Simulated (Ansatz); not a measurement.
# HC$_{16}$ (cell with a defect): what the fields show

Input file:

```
crystal:
  lattice:
    - [2.4665162724, -4.2721315015, 0.0]
    - [-2.4665162724, -4.2721315015, 0.0]
    - [0.0, -2.8480876677, -8.5756693636]
  atoms:
    - { symbol: C, position: [0.4175619805, 0.4175619805, 0.2473140586] }
    - { symbol: C, position: [0.9175619805, 0.4175619805, 0.2473140586] }
    - { symbol: C, position: [0.4175619805, 0.9175619805, 0.2473140586] }
    - { symbol: C, position: [0.9175619805, 0.9175619805, 0.2473140586] }
    - { symbol: C, position: [0.7508919038, 0.7508919038, 0.2473242886] }
    - { symbol: C, position: [0.2508919038, 0.7508919038, 0.2473242886] }
    - { symbol: C, position: [0.7508919038, 0.2508919038, 0.2473242886] }
    - { symbol: C, position: [0.2508919038, 0.2508919038, 0.2473242886] }
    - { symbol: C, position: [0.2491080962, 0.2491080962, 0.7526757114] }
    - { symbol: C, position: [0.7491080962, 0.2491080962, 0.7526757114] }
    - { symbol: C, position: [0.2491080962, 0.7491080962, 0.7526757114] }
    - { symbol: C, position: [0.7491080962, 0.7491080962, 0.7526757114] }
    - { symbol: C, position: [0.5824380195, 0.5824380195, 0.7526859414] }
    - { symbol: C, position: [0.0824380195, 0.5824380195, 0.7526859414] }
    - { symbol: C, position: [0.5824380195, 0.0824380195, 0.7526859414] }
    - { symbol: C, position: [0.0824380195, 0.0824380195, 0.7526859414] }
    - { symbol: H, position: [0.5, 0.5, 0.5] }
basis:
  ecutwfc: 420
  xc_grid: 2
kpoints:
  mp_grid: { grid: [10, 10, 10], shift: [0.0, 0.0, 0.0] }
hamiltonian:
  xc: pbe
scf:
  occupations: { method: gaussian, width: 0.1 }
output:
  forces: true
  stress: false
  eigenvalues: true
  write_density: true
  write_potential: true
  elf: true
  volumetric_format: npy
relax:
  adjacent_minimum: "off"
  f_tol: 0.025
  max_steps: 45
```

Run with:

```sh
ansatz run input.yaml --threads 4 --pin off --max-ram 8192MiB --backend cpu --events-out ev --progress --plain --runs-dir out
```

The fields are those of the relaxed geometry.

Computed without spin polarisation.

Theory: Ansatz 0.2.0, DFT PBE, scalar-relativistic, plane waves, PAW.

Core electrons are frozen (PAW), and the valence fields are smoothed inside the atomic spheres.

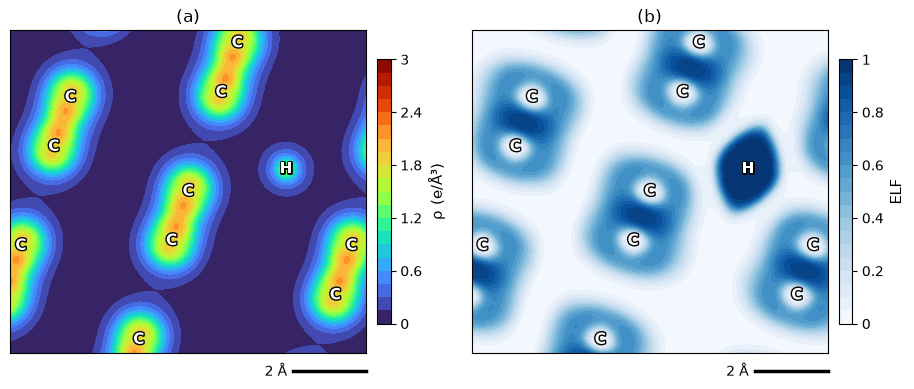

Figure 1. (a) valence electron density; (b) electron localisation function on the (11̄0) plane of the calculation cell.

### What do the fields say about this system?

The section cuts through C and H sites.
C–C (1.42 Å): ρ at the midpoint is about 2 e/Å³; the ELF peaks at about 0.95 between the atoms.
C–H (2.75 Å): the density is about 0.09 e/Å³ at the midpoint; the ELF climbs to about 1 towards the hydrogen, as it does in any bond to H.
Between the atoms the lowest density in this plane is 0.003 e/Å³.

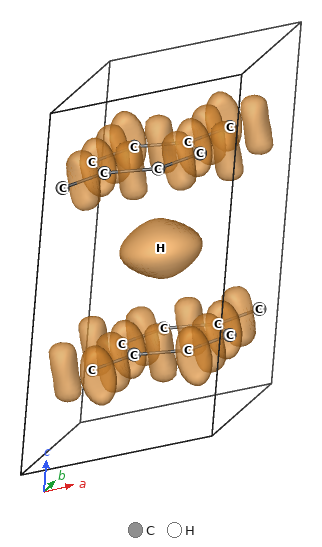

Figure 2. Isosurface of the electron localisation function at 0.75 (orange), seen slightly off an axis. Core shells and regions of very low density are left out. Sticks mark near contacts.

### Identify the bonds, lone pairs and shells in this picture.

At this value the surface marks out 24 regions between bonded C–C atoms and one region around a hydrogen nucleus, counted in one cell of 17 atoms. Any copies at cell faces, edges or corners count once.

### Does the calculation make it a metal, or give it a gap?

It is metallic or semimetallic at this level of theory: no gap opens.
